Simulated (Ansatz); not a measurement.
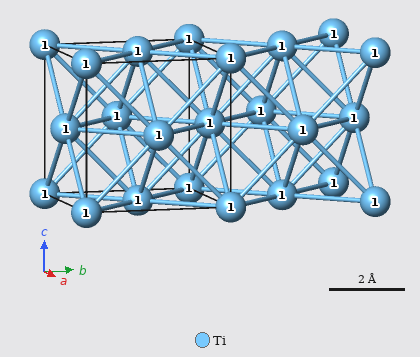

Fig. 1: The starting structure (ball-and-stick view of the cell 4 times as large as that of the calculation, set on its symmetry axes, repeated 1 × 2 × 1, seen slightly off an axis; atoms are numbered from 1 in the order of the input). An atom can appear more than once, as a periodic image. Near neighbours in the periodic cell (some may lie outside the picture): Ti has 12 Ti at 2.87 Å.

**Run report: Ti, geometry relaxation**

The run: geometry relaxation of Ti (Fm-3m, 1 atom in the cell). Method and program: DFT PBE+D3(BJ), scalar-relativistic, plane waves, PAW, no spin polarisation (Ansatz 0.2.0).

The structure derives from an entry of the Crystallography Open Database. Figures and captions count atoms from 1; the log counts them from 0 in places.

Log
```
Engine: ansatz 0.2.0, aarch64-unknown-linux-gnu
Pseudopotentials: kind: paw
Pseudopotential: Ti, paw, valence charge 12, recommended cutoff 420 eV (normal), Ti.paw.azcp
Functional definition: PBE
  parameter kappa = 0.804
  parameter beta = 0.06672455060314922
  exchange = pbe_x(kappa = kappa, mu = beta*pi^2/3)
  correlation = pbe_c(beta = beta)
Crystal: 1 atoms, lattice volume = 16.731 Å³
Basis set: ecut = 420 eV, 331 PW (Γ), exchange–correlation on 40×40×40 points (8 copies of the dense FFT grid, shifted against one another)
Bands: 10, of which v1, the nominal top of the filled ones, is band 6 counted from 1 (5 counted from 0)
Symmetry: 48 space group operations
Space group: Fm-3m (ITA 225), of the structure as read, at distance tolerance 2.6e-5 Å
k-points: 195 of 5832
Non-local potential: Ti, projectors of the file, l = 0: 3, l = 1: 2, l = 2: 3, l = 3: 1
PAW form: soft (Blöchl's): semilocal exchange-correlation on the pseudo side does not see the compensation charge
PAW one-centre angular grid: Ti, 590 points (default); XC on 64 Gauss nodes
Initial density: superposition of atomic densities (neutral atoms: chi_scale 0, normalization atom), corrected by the library's trained network
Initial wavefunctions: pseudopotential atomic-orbital guess
Functional: x = pbe(κ = 0.804, μ = 0.2195149727645171), c = pbe(β = 0.06672455060314922)
SCF iter   1: F=—  HF=-2500.229920 eV  |F-HF|=—  |Δ(HF+E_count)|=         —  Δρ=2.54e-3  dr2=2.76e-4  ethr=1.77e-3  ⟨swp⟩=4.3  Hψ=10157  notcnv=0
preconditioner: auto → none  [metal: Δε(μ)=0.010 eV  Ē_g=4.281 eV  σ=0.100 eV  W_gap=0.06  n_scr=0 (ndim 8)  ℏωp=18.2 eV  f_vac=0.000  D(μ)=1.70/eV (n_scr^D=14)]
SCF iter   2: F=—  HF=-2500.229976 eV  |F-HF|=—  |Δ(HF+E_count)|=   5.56e-5  Δρ=1.28e-3  dr2=6.26e-5  ethr=2.30e-6  ⟨swp⟩=1.9  Hψ=3987  notcnv=0
SCF iter   3: F=—  HF=-2500.230083 eV  |F-HF|=—  |Δ(HF+E_count)|=   1.07e-4  Δρ=1.74e-4  dr2=3.44e-6  ethr=5.21e-7  ⟨swp⟩=2.1  Hψ=2376  notcnv=0
SCF iter   4: F=—  HF=-2500.230082 eV  |F-HF|=—  |Δ(HF+E_count)|=   6.46e-7  Δρ=4.57e-5  dr2=3.23e-7  ethr=2.87e-8  ⟨swp⟩=2.2  Hψ=2997  notcnv=0
iter 5 did not close the SCF: its close was put off for the readings that it lacked (scf_convergence_deferred on its scf_iter line)
SCF iter   5: F=-2500.230082 eV  HF=-2500.230082 eV  |F-HF|=9.74e-10  |Δ(HF+E_count)|=   7.49e-8  Δρ=4.83e-6  dr2=1.02e-9  ethr=2.69e-9  ⟨swp⟩=2.5  Hψ=2756  notcnv=0
SCF iter   6: F=-2500.230082 eV  HF=-2500.230082 eV  |F-HF|=2.06e-10  |Δ(HF+E_count)|=   1.27e-9  Δρ=1.48e-6  dr2=3.07e-10  ethr=8.53e-12  ⟨swp⟩=3.7  Hψ=8444  notcnv=0
SCF 1 converged in 6 iterations: F = -2500.230082 eV  dr2 = 3.07e-10
  greatest PAW one-centre occupation: 0.999 electrons in one spin orbital (limit 2), on the Ti atom at site 0 (counted from 0), in its partial waves of l = 0
relax step   1: F+E_penalty+E_count = -2500.23008227 eV  Δ(F+E_penalty+E_count) = +0.000e0 eV  max|allowed force component| = 0.000e0 eV/Å  Δτ_max = 0.0000 Å  P = -1.872 GPa  Ω = 16.731 Å³  (6 SCF iters, dr2 threshold 1.00e-7 eV, accepted)
Crystal: 1 atoms, lattice volume = 16.256 Å³
Initial density: handed on by an earlier stage of this run
Initial wavefunctions: those handed on with the density
iter 1 solved again at ethr=5.62e-7 eV; its pass at ethr=3.10e-3 eV (dr2=6.75e-5 eV) is discarded
SCF iter   1: F=—  HF=-2500.230865 eV  |F-HF|=—  |Δ(HF+E_count)|=         —  Δρ=6.67e-4  dr2=6.46e-5  ethr=5.62e-7  ⟨swp⟩=1.9  Hψ=13421  notcnv=0
preconditioner: auto → none  [metal: Δε(μ)=0.002 eV  Ē_g=4.405 eV  σ=0.100 eV  W_gap=0.01  n_scr=0 (ndim 8)  ℏωp=18.4 eV  f_vac=0.000  D(μ)=1.64/eV (n_scr^D=14)]
SCF iter   2: F=—  HF=-2500.230883 eV  |F-HF|=—  |Δ(HF+E_count)|=   1.89e-5  Δρ=3.99e-4  dr2=1.18e-5  ethr=5.38e-7  ⟨swp⟩=2.3  Hψ=2915  notcnv=0
SCF iter   3: F=—  HF=-2500.230893 eV  |F-HF|=—  |Δ(HF+E_count)|=   9.87e-6  Δρ=1.13e-4  dr2=8.69e-7  ethr=9.84e-8  ⟨swp⟩=2.0  Hψ=2772  notcnv=0
SCF iter   4: F=-2500.230897 eV  HF=-2500.230897 eV  |F-HF|=1.50e-8  |Δ(HF+E_count)|=   3.60e-6  Δρ=1.44e-5  dr2=2.93e-8  ethr=8.33e-10  ⟨swp⟩=4.9  Hψ=9808  notcnv=0
SCF 2 converged in 4 iterations: F = -2500.230897 eV  dr2 = 2.93e-8
relax step   2: F+E_penalty+E_count = -2500.23089687 eV  Δ(F+E_penalty+E_count) = -8.146e-4 eV  max|allowed force component| = 0.000e0 eV/Å  Δτ_max = 0.0000 Å  P = +1.423 GPa  Ω = 16.256 Å³  energy of the carried Pulay correction = +4.749e-5 eV  (4 SCF iters, dr2 threshold 1.00e-7 eV, accepted)
Crystal: 1 atoms, lattice volume = 16.458 Å³
iter 1 solved again at ethr=7.19e-8 eV; its pass at ethr=3.10e-3 eV (dr2=8.63e-6 eV) is discarded
SCF iter   1: F=—  HF=-2500.231740 eV  |F-HF|=—  |Δ(HF+E_count)|=         —  Δρ=2.88e-4  dr2=1.22e-5  ethr=7.19e-8  ⟨swp⟩=2.0  Hψ=13153  notcnv=0
preconditioner: auto → none  [metal: Δε(μ)=0.006 eV  Ē_g=4.346 eV  σ=0.100 eV  W_gap=0.03  n_scr=0 (ndim 8)  ℏωp=18.3 eV  f_vac=0.000  D(μ)=1.67/eV (n_scr^D=14)]
SCF iter   2: F=—  HF=-2500.231745 eV  |F-HF|=—  |Δ(HF+E_count)|=   5.46e-6  Δρ=1.73e-4  dr2=2.23e-6  ethr=7.19e-8  ⟨swp⟩=2.1  Hψ=2831  notcnv=0
SCF iter   3: F=—  HF=-2500.231747 eV  |F-HF|=—  |Δ(HF+E_count)|=   1.78e-6  Δρ=4.84e-5  dr2=1.76e-7  ethr=1.86e-8  ⟨swp⟩=2.0  Hψ=2799  notcnv=0
SCF iter   4: F=-2500.231748 eV  HF=-2500.231748 eV  |F-HF|=2.92e-9  |Δ(HF+E_count)|=   6.37e-7  Δρ=6.55e-6  dr2=6.37e-9  ethr=8.33e-10  ⟨swp⟩=8.2  Hψ=11479  notcnv=0
SCF 3 converged in 4 iterations: F = -2500.231748 eV  dr2 = 6.37e-9
relax step   3: F+E_penalty+E_count = -2500.23174760 eV  Δ(F+E_penalty+E_count) = -8.507e-4 eV  max|allowed force component| = 0.000e0 eV/Å  Δτ_max = 0.0000 Å  P = -0.027 GPa  Ω = 16.458 Å³  energy of the carried Pulay correction = +2.715e-5 eV  (4 SCF iters, dr2 threshold 1.00e-7 eV, accepted)
Initial wavefunctions: pseudopotential atomic-orbital guess (no wavefunctions were taken with the density)
iter 1 solved again at ethr=2.11e-8 eV; its pass at ethr=3.10e-3 eV (dr2=2.54e-6 eV) is discarded
SCF iter   1: F=—  HF=-2500.231715 eV  |F-HF|=—  |Δ(HF+E_count)|=         —  Δρ=1.84e-5  dr2=1.27e-8  ethr=2.11e-8  ⟨swp⟩=2.2  Hψ=14752  notcnv=0
preconditioner: auto → none  [metal: Δε(μ)=0.006 eV  Ē_g=4.348 eV  σ=0.100 eV  W_gap=0.03  n_scr=0 (ndim 8)  ℏωp=18.3 eV  f_vac=0.000  D(μ)=1.67/eV (n_scr^D=14)]
SCF iter   2: F=—  HF=-2500.231719 eV  |F-HF|=—  |Δ(HF+E_count)|=   3.47e-6  Δρ=8.69e-6  dr2=2.44e-9  ethr=1.06e-10  ⟨swp⟩=2.4  Hψ=3147  notcnv=0
SCF iter   3: F=—  HF=-2500.231719 eV  |F-HF|=—  |Δ(HF+E_count)|=  2.19e-10  Δρ=7.33e-7  dr2=3.19e-11  ethr=2.04e-11  ⟨swp⟩=2.7  Hψ=3051  notcnv=0
SCF iter   4: F=—  HF=-2500.231719 eV  |F-HF|=—  |Δ(HF+E_count)|=  3.55e-11  Δρ=4.72e-7  dr2=3.27e-11  ethr=1.00e-12  ⟨swp⟩=4.9  Hψ=6625  notcnv=0
SCF iter   5: F=-2500.231719 eV  HF=-2500.231719 eV  |F-HF|=0.00e0  |Δ(HF+E_count)|=  1.18e-11  Δρ=2.53e-8  dr2=8.80e-14  ethr=1.00e-12  ⟨swp⟩=3.3  Hψ=7329  notcnv=0
SCF 4 converged in 5 iterations: F = -2500.231719 eV  dr2 = 8.80e-14
relax step   4: F+E_penalty+E_count = -2500.23171882 eV  Δ(F+E_penalty+E_count) = +2.877e-5 eV  max|allowed force component| = 0.000e0 eV/Å  Δτ_max = 0.0000 Å  P = -0.023 GPa  Ω = 16.458 Å³  stress off target by 2.34e-2 GPa  SCF on the basis re-selected at this cell (its energy is not comparable with the rows above)  (5 SCF iters)
```

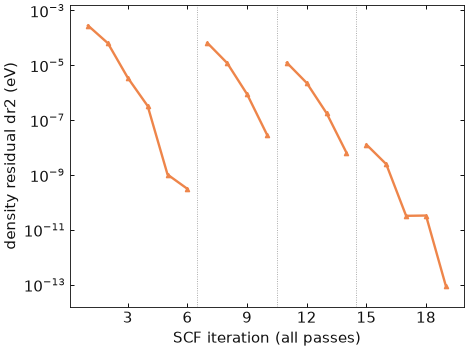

Fig. 2: Convergence of the self-consistent field: density residual dr2 against the SCF iteration. The dotted lines part the SCF passes of the relaxation: geometry steps, rejected trials and re-solves on a re-selected basis. The passes take 6, 4, 4 and 5 iterations.

```
basis re-selected at this cell: Δ(F+E_penalty+E_count) = +2.877e-5 eV, ΔP = +0.003 GPa vs the last step (what re-selecting the basis moved, of the pressure what is left beyond the Pulay correction that the steps carried, after the strain that the cell walked since its last selection, with what the two solves' SCF thresholds leave and, on support functions, any second-order correction that the steps lacked; it is no measure of the basis error at this ecutwfc). This SCF's stress stands 2.34e-2 GPa from its target on what of the cell is left free (relax.cell.stress_tol is 5.00e-2 GPa) and its largest allowed force component is 0.00e0 eV/Å (relax.f_tol is 5.00e-3 eV/Å): within both
SCF converged after 5 iterations
Free energy (F): -2500.231719 eV
Harris-Foulkes:  -2500.231719 eV  (|F-HF|=0.00e0)
Internal energy: -2500.223373 eV  (E = F + TS)
E sigma→0 (E₀):  -2500.227546 eV
Entropy (-TS):   -0.008346 eV (-8.346 meV/atom)
Fermi energy:    14.136964 eV
--- Per-component energies (eV) ---
  E_band       = -146.037954
  E_kinetic    = 274.006919
  E_local      = -783.259716  (includes V_loc(G=0)·N_el)
  E_nonlocal   = 8.287623
  E_hartree    = 324.415984
  E_xc         = -97.918950
  E_vxc        = -122.553380  (∫ρ·V_xc dr)
  E_paw        = -1047.869934  (= ΣΔE_a)
  E_vpaw       = -171.351491  (= ΣTr[D̂ρ^β])
  E_aug_tail   = 0.000113  (compensation charges beyond the density's cutoff)
  E_ewald      = -1177.248758
  E_disp       = -0.636653  (pairwise vdW)
  E_smearing   = -0.008346  (= −TS)
  E_closure    = 0.000000  (closes the sum)
  Σ components = -2500.231719   (vs F -2500.231719, Δ=0.00e0)
--- Forces (eV/Å), atoms counted from 1 ---
  atom   1  Ti    -0.00000000     0.00000000     0.00000000
  max |Σ_I F_I| component: 4.11e-32 eV/Å
--- Stress (GPa, compression-positive) ---
       -0.023391      -0.000000       0.000000
        0.000000      -0.023391       0.000000
        0.000000       0.000000      -0.023391
  P = ⅓ Tr σ = -0.0234 GPa (-0.234 kbar)
--- Band table (eV; the first three rows and the last of 195) ---
  k-point 0: bands = ["-42.4345", "-18.2437", "-18.2437", "-18.2437", "7.9498", "15.0472", "15.0472", "15.0472", "16.8096", "16.8096"]
  k-point 1: bands = ["-42.4299", "-18.2688", "-18.2467", "-18.2467", "8.0550", "14.9798", "15.0865", "15.0865", "16.7833", "16.7833"]
  k-point 2: bands = ["-42.4167", "-18.3408", "-18.2556", "-18.2556", "8.3627", "14.7965", "15.1886", "15.1886", "16.7240", "16.7240"]
  k-point 194: bands = ["-42.2305", "-18.7989", "-18.7181", "-18.5350", "12.4400", "13.4348", "14.0654", "16.4604", "18.2672", "22.4311"]
--- Relaxed structure (3 steps of the walk, 3 accepted, 1 SCFs on fresh bases) ---
  F+E_penalty+E_count = -2500.23171882 eV   max|allowed force component| = 0.000e0 eV/Å   (the final SCF, on the basis selected at the relaxed cell)
  cell:  # Å, volume = 16.4576 Å³
    - [1.2738430082238976e-35, 2.0188885032591983, 2.0188885032591983]
    - [2.0188885032591983, -2.5476860164477947e-35, 2.0188885032591983]
    - [2.0188885032591983, 2.0188885032591983, 0.0]
  atoms:
    - { symbol: Ti, position: [0.0, 0.0, 0.0] }
```

Trajectory as extended XYZ (Å, eV, eV/Å), 4 frames, from step=1 to step=4
```
1
Lattice="0.0000 2.0300 2.0300 2.0300 0.0000 2.0300 2.0300 2.0300 0.0000" Properties=species:S:1:pos:R:3:forces:R:3 step=1 energy=-2500.23008 pressure_GPa=-1.87
Ti    0.0000    0.0000    0.0000    0.0000   0.0000   0.0000
1
Lattice="0.0000 2.0106 2.0106 2.0106 0.0000 2.0106 2.0106 2.0106 0.0000" Properties=species:S:1:pos:R:3:forces:R:3 step=2 energy=-2500.23090 pressure_GPa=1.42
Ti    0.0000    0.0000    0.0000    0.0000   0.0000   0.0000
1
Lattice="0.0000 2.0189 2.0189 2.0189 0.0000 2.0189 2.0189 2.0189 0.0000" Properties=species:S:1:pos:R:3:forces:R:3 step=3 energy=-2500.23175 pressure_GPa=-0.03
Ti    0.0000    0.0000    0.0000    0.0000   0.0000   0.0000
1
Lattice="0.0000 2.0189 2.0189 2.0189 0.0000 2.0189 2.0189 2.0189 0.0000" Properties=species:S:1:pos:R:3:forces:R:3 step=4 energy=-2500.23172 pressure_GPa=-0.02
Ti    0.0000    0.0000    0.0000    0.0000   0.0000   0.0000
```

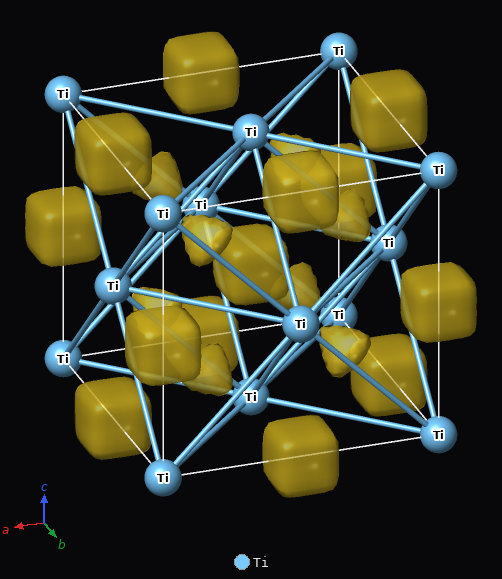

Fig. 3: Isosurface of the electron localisation function at 0.55 (yellow), seen at an oblique angle. Only the valence region is drawn (cores and ρ < 0.01 e/Å³ removed). Sticks mark near contacts. The outline is the cell set on symmetry axes. Values along the shortest contacts: Ti–Ti (2.86 Å): the ELF is about 0.20 at the midpoint; no shared electron pair. In a PAW calculation such maps are meaningful between the atoms, not at the nuclei.

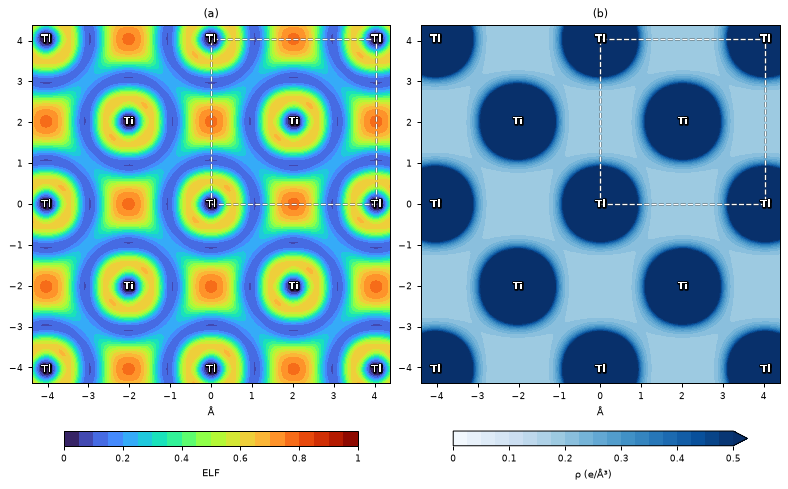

Fig. 4: (a) electron localisation function; (b) valence charge density (pseudo) on the (001) plane of the conventional cell. Atoms in the plane: Ti. Ti–Ti (2.86 Å): ρ is about 0.2 e/Å³ halfway; the ELF is about 0.20 at the midpoint; no localised pair between them. Away from the nuclei the density in this plane falls to 0.18 e/Å³ at its lowest.The strong features right at Ti lie inside the PAW spheres (semicore, d or f shells) and say nothing about bonding.

The run was set up as follows.

Input
```yaml
crystal:
  lattice:
    - [0.0, 2.03, 2.03]
    - [2.03, 0.0, 2.03]
    - [2.03, 2.03, 0.0]
  atoms:
    - { symbol: Ti, position: [0.0, 0.0, 0.0] }
basis:
  ecutwfc: 420
kpoints:
  mp_grid: { grid: [18, 18, 18] }
hamiltonian:
  xc: pbe
  dispersion: d3bj
scf:
  occupations: { method: gaussian, width: 0.1 }
output:
  forces: true
  stress: true
  eigenvalues: true
  write_density: true
  write_potential: true
  elf: true
  volumetric_format: npy
relax:
  adjacent_minimum: "off"
  f_tol: 0.005
  max_steps: 80
  cell: { stress_tol: 0.05 }
```

Command:
```bash
ansatz run input.yaml --threads 4 --pin off --max-ram 10240MiB --backend cpu --events-out ev --progress --plain --runs-dir out
```

Key numbers

| quantity | value |
| --- | --- |
| outcome | converged |
| space group (tolerance 0.01 Å) | Fm-3m (225) |
| electrons treated | 12 |
| free energy | −2500.2317 eV |
| Fermi energy | 14.137 eV |
| gap on the k-point mesh | none (metallic) |
| pressure | −0.02 GPa |
| final volume | 16.46 Å³ |
| largest force (length of the vector) at the end | under 0.001 eV/Å |
| final cell | a = 2.855 Å, b = 2.855 Å, c = 2.855 Å, α = 60.00°, β = 60.00°, γ = 60.00° |
| hardware | 4 threads of Arm Neoverse V1, 24 GiB of memory available, shared host |
| wall time | 2.8 s (CPU time 9.6 s) |
| peak memory | 0.33 GiB |
